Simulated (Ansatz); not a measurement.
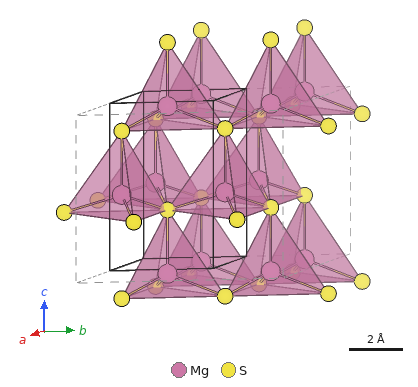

The image is a polyhedral drawing of a crystal, viewed slightly off an axis. The solid frame is a single conventional unit cell within a 2×2×1 block. Some neighbours outside the box are added.

MgS, space group P6_3mc (No. 186), a = 4.03 Å, b = 4.03 Å, c = 6.45 Å, α = 90.00°, β = 90.00°, γ = 120.00°.

Calculation details: G0W0 on LDA, plane waves, PAW (Ansatz); plane waves up to 420 eV, 6×6×2 k-mesh, no spin polarisation.

Q: Metal or not?

A: An insulator at this level, with a gap of 3.18 eV, direct.

The cell started as a structure type filled with these elements by a generator (whether the compound takes this form wasn't checked). Earlier steps of the study may have refined or changed the cell and positions. It was run through Ansatz as a DFT input.
